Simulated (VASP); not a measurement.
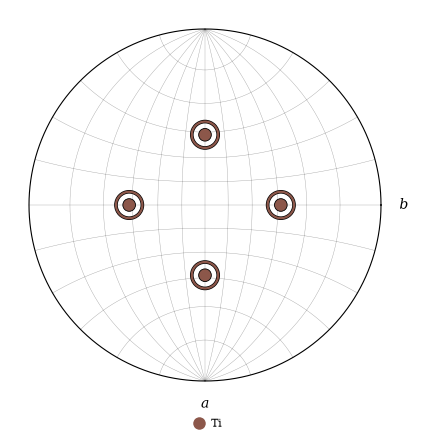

Crystal: TiSi, coordinates from a relaxation with VASP Kohn-Sham DFT of a periodic cell, LDA, VASP PAW LDA potentials, recommended (VASP 6.6.1). Directions from one silicon atom at (1/2, 0, 1/2) to its bonded neighbours, in stereographic projection down c (filled: above the plane of the page or in it, open: below). Geometry calculated from the standardised cell; symmetry tolerance 0.002 Å.

Neighbours are counted up to 3.31 Å for Ti.

```
Ti Si
1.0
     3.60279    0.00000    0.00000
     0.00000    4.01619    0.00000
     0.00000    0.00000    3.79576
Ti Si
2 2
Direct
  0.00000 0.00000 0.00000
  0.50000 0.50000 0.00000
  0.50000 0.00000 0.50000
  0.00000 0.50000 0.50000
```

**How many neighbours are there, and at what angles?**

8: 4 Ti at 2.62 Å, 4 Ti at 2.76 Å. Angles between bonds: 60° (8×), 87° (4×), 93° (4×), 120° (8×), 180° (4×).

**What is the site's symmetry in the crystal?**

Point group mmm (D2h), order 8: three twofold axes, three mirror planes, an inversion centre. In No. 65, Cmmm this is Wyckoff position 2c.
